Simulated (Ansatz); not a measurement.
# Single-point calculation, with input and output: NbN (part 2 of 2)

Continued. System: NbN (slab, 24 atoms in the cell). Method: DFT PBE, scalar-relativistic, plane waves, PAW, no spin polarisation (Ansatz 0.2.0); cutoff 420 eV, 4×4×1 k-mesh, Gaussian smearing of 0.1 eV. The structure derives from an entry of the Crystallography Open Database. It belongs to a series of runs on one base structure; here: the slab at its places in the relaxed adsorbed structure.

Geometry of the input (Å; fractional positions):
```
6.2530  0.0000  0.0000
-3.1265  5.4153  0.0000
0.0000  0.0000  26.5203
Nb 0.1667  0.3333  0.3017
Nb 0.1667  0.8333  0.3017
Nb 0.6667  0.3333  0.3017
Nb 0.6667  0.8333  0.3017
N  0.3333  0.1667  0.3498
N  0.3333  0.6667  0.3498
N  0.8333  0.1667  0.3498
N  0.8333  0.6667  0.3498
Nb 0.5000  0.5000  0.3979
Nb 0.5000  0.0000  0.3979
Nb -0.0000  0.5000  0.3979
Nb 0.0000  0.0000  0.3979
N  0.6548  0.3420  0.4447
N  0.6599  0.8200  0.4449
N  0.1876  0.3420  0.4448
N  0.1685  0.8368  0.4454
Nb 0.8512  0.6958  0.5014
Nb 0.8406  0.1806  0.4859
Nb 0.3461  0.6957  0.5016
Nb 0.3496  0.1978  0.5056
N  0.0089  0.5169  0.5298
N  0.0139  0.0154  0.5328
N  0.5107  0.5206  0.5353
N  0.5024  0.0155  0.5330
```

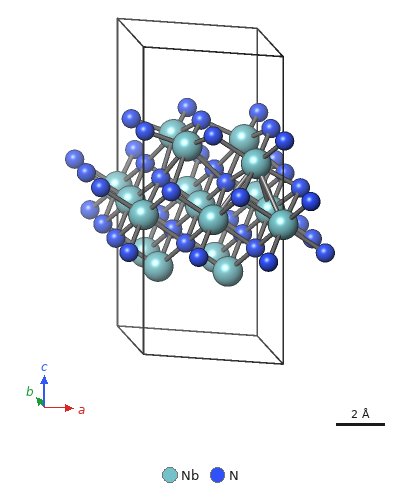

Figure 1. The structure (ball-and-stick view of the cell of the calculation, with the vacuum cut short, seen slightly off an axis; bonded neighbours outside the cell are drawn too). An atom can appear more than once, as a periodic image.

**Output, continued**
```
  k-point 1: bands = ["-54.4593", "-54.2430", "-54.1871", "-54.1836", "-54.1688", "-54.1227", "-54.0857", "-53.5353", "-53.5014", "-53.4519", "-53.4386", "-53.4294", "-30.8726", "-30.8522", "-30.8308", "-30.7355", "-30.6847", "-30.6732", "-30.6648", "-30.4685", "-30.3842", "-30.3788", "-30.3403", "-30.3257", "-30.3109", "-30.2820", "-30.2516", "-30.2316", "-30.2083", "-30.1601", "-30.1569", "-30.1210", "-30.0663", "-29.7692", "-29.7591", "-29.7309", "-29.6956", "-29.6543", "-29.6404", "-29.6313", "-29.6143", "-29.6042", "-29.5352", "-29.3904", "-29.3885", "-29.3160", "-29.2886", "-29.2154", "-14.5725", "-14.0709", "-14.0405", "-13.9893", "-13.6337", "-13.4155", "-13.3355", "-13.2754", "-12.2940", "-11.9793", "-11.8674", "-11.8089", "-5.7502", "-5.7075", "-5.6175", "-5.4899", "-4.7930", "-4.6065", "-4.5694", "-4.4344", "-4.2277", "-4.2097", "-4.0793", "-4.0370", "-4.0283", "-3.9020", "-3.8242", "-3.7533", "-3.6091", "-3.6016", "-3.4709", "-3.3593", "-3.3146", "-3.1752", "-3.0984", "-2.8295", "-2.8115", "-2.7468", "-2.4562", "-2.1438", "-1.7005", "-1.4365", "-1.3513", "-1.2383", "-1.0936", "-1.0068", "-0.8805", "-0.8594", "-0.4290", "-0.2575", "-0.2460", "0.4279", "0.9315", "1.3860", "1.6147", "1.6690", "1.7437", "1.7533", "1.7965", "1.9088", "2.0308", "2.2897", "2.7091", "2.7361", "2.9116", "2.9356", "3.0492", "3.1526", "3.1550", "3.2023", "3.3660", "3.4422", "3.5204", "3.6454", "3.7413", "3.8035", "3.8667", "3.9740", "3.9885", "4.0482", "4.0850", "4.1314", "4.2425", "4.2751"]
  k-point 2: bands = ["-54.4575", "-54.2316", "-54.1949", "-54.1870", "-54.1653", "-54.1227", "-54.0911", "-53.5357", "-53.4760", "-53.4758", "-53.4386", "-53.4311", "-30.8152", "-30.7447", "-30.6911", "-30.6677", "-30.6490", "-30.5689", "-30.5432", "-30.5067", "-30.4797", "-30.4130", "-30.4080", "-30.3912", "-30.3824", "-30.3397", "-30.3026", "-30.2658", "-30.2417", "-30.2065", "-30.1557", "-30.1274", "-30.0976", "-29.7317", "-29.7012", "-29.6984", "-29.6607", "-29.6425", "-29.6420", "-29.6159", "-29.5989", "-29.5551", "-29.5098", "-29.5070", "-29.4605", "-29.4452", "-29.2690", "-29.2630", "-14.1353", "-14.1075", "-13.8324", "-13.8105", "-13.6927", "-13.5755", "-13.4868", "-13.3937", "-12.2693", "-12.1357", "-11.9196", "-11.8828", "-5.2802", "-5.2536", "-5.2077", "-5.0657", "-4.7052", "-4.6632", "-4.5960", "-4.5401", "-4.2843", "-4.1521", "-4.1481", "-4.1204", "-4.0774", "-3.9902", "-3.9445", "-3.8502", "-3.8366", "-3.7051", "-3.5100", "-3.4382", "-3.3949", "-3.3359", "-3.0633", "-2.9364", "-2.8960", "-2.7726", "-2.3948", "-2.2779", "-1.8379", "-1.5788", "-1.4707", "-1.3623", "-1.2115", "-0.9610", "-0.7967", "-0.7846", "-0.2604", "-0.0217", "0.4766", "0.5261", "0.8661", "0.9601", "0.9885", "1.0236", "1.5942", "1.8468", "1.9075", "2.0667", "2.2858", "2.3898", "2.4517", "2.5824", "2.6703", "2.7235", "2.8090", "2.8673", "2.9670", "2.9765", "3.2027", "3.3117", "3.5277", "3.5838", "3.6428", "3.6572", "3.6965", "3.8382", "3.9841", "4.0851", "4.1086", "4.1626", "4.3149", "4.3197"]
  k-point 9: bands = ["-54.4577", "-54.2249", "-54.2112", "-54.1772", "-54.1526", "-54.1420", "-54.0845", "-53.5357", "-53.4808", "-53.4693", "-53.4425", "-53.4288", "-30.8275", "-30.7813", "-30.6953", "-30.6638", "-30.6611", "-30.5820", "-30.5175", "-30.4758", "-30.4479", "-30.4310", "-30.4033", "-30.3877", "-30.3661", "-30.3164", "-30.2742", "-30.2675", "-30.2477", "-30.2194", "-30.1914", "-30.1530", "-30.0908", "-29.7383", "-29.7065", "-29.6935", "-29.6645", "-29.6411", "-29.6254", "-29.6178", "-29.6047", "-29.5498", "-29.5125", "-29.5024", "-29.4583", "-29.4466", "-29.2780", "-29.2566", "-14.1484", "-14.0876", "-13.8302", "-13.8010", "-13.6400", "-13.6216", "-13.4420", "-13.4201", "-12.3633", "-12.1043", "-11.9656", "-11.8503", "-5.3169", "-5.2342", "-5.2297", "-5.0592", "-4.6708", "-4.6513", "-4.5926", "-4.5597", "-4.2483", "-4.1727", "-4.1503", "-4.1044", "-4.0252", "-3.9372", "-3.9212", "-3.8536", "-3.8331", "-3.7106", "-3.4775", "-3.4562", "-3.4442", "-3.3290", "-3.0913", "-3.0387", "-2.8695", "-2.7362", "-2.6399", "-2.4062", "-1.8838", "-1.5768", "-1.4328", "-1.2380", "-1.1015", "-0.8091", "-0.7631", "-0.6661", "-0.1868", "-0.0716", "0.4607", "0.5228", "0.8731", "0.9681", "0.9824", "1.0379", "1.5982", "1.8097", "1.9787", "2.0304", "2.1836", "2.3375", "2.4494", "2.5707", "2.6932", "2.7894", "2.8280", "2.8648", "2.9935", "3.0467", "3.1016", "3.3081", "3.5184", "3.5683", "3.6332", "3.6911", "3.7581", "3.8251", "4.0159", "4.1163", "4.1881", "4.2696", "4.3154", "4.3960"]
```

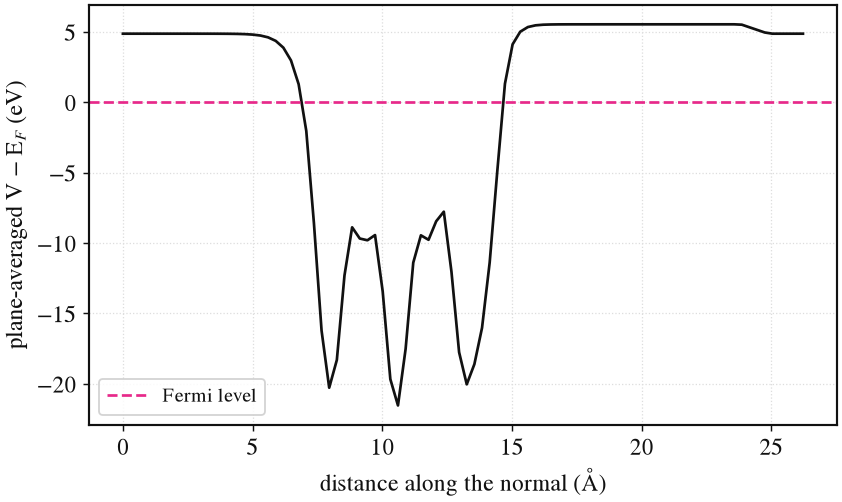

Figure 2. Plane average of the electrostatic potential energy of an electron across the cell, from the Fermi level. The vacuum level lies 5.53 eV above the Fermi level on the upper side and 4.87 eV on the lower.

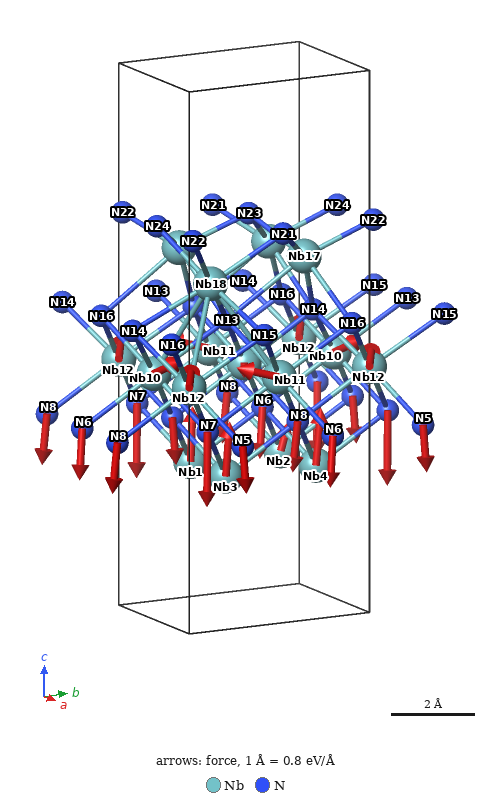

Figure 3. Forces on the atoms as red arrows (ball-and-stick view of the cell of the calculation, with the vacuum cut short, seen slightly off an axis; bonded neighbours outside the cell are drawn too; atoms are numbered from 1 in the order of the input); the smallest are left out. The largest act on N7 (1.47 eV/Å); Nb4 (1.12 eV/Å); Nb1, Nb3 (1.07 eV/Å); N6, N8 (1.01 eV/Å), among others. The geometry is not a stationary point of this energy.

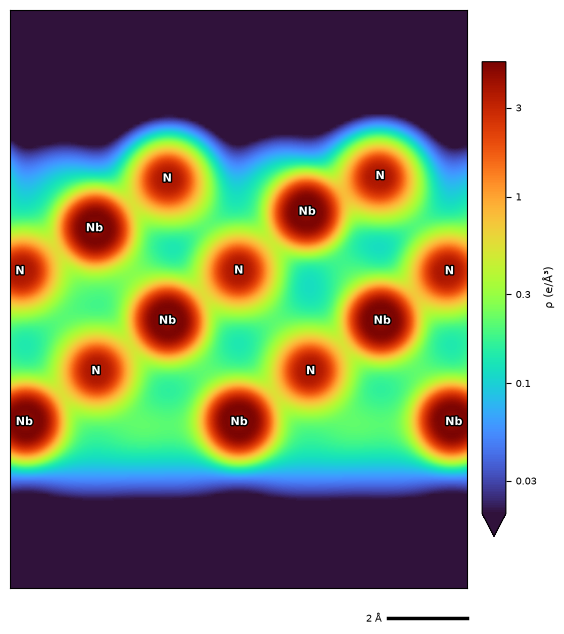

Figure 4. Valence electron density on the (110) plane of the calculation cell, a cut from vacuum to vacuum. Atoms in the plane: Nb and N. Nb–N (2.05 Å): ρ is about 0.84 e/Å³ halfway. Nb–N (2.10 Å): the density is about 0.72 e/Å³ at the midpoint. Nb–N (2.18 Å): ρ is about 0.58 e/Å³ halfway. Nb–N (2.21 Å): ρ at the midpoint is about 0.56 e/Å³. The density dies away to nearly zero in the vacuum. In a PAW calculation such maps are meaningful between the atoms, not at the nuclei.

**Results in brief**

| quantity | value |
| --- | --- |
| outcome | converged |
| electrons treated | 216 |
| free energy | −59248.9327 eV |
| work function, top face | 5.53 eV |
| work function, bottom face | 4.87 eV |
| Fermi energy | 2.042 eV |
| gap on the k-point mesh | none (metallic) |
| work function (upper face) | 5.53 eV |
| largest force (length of the vector) | 1.467 eV/Å |
| wall time | 15 s (CPU time 58 s) |
| peak memory | 2.6 GiB |
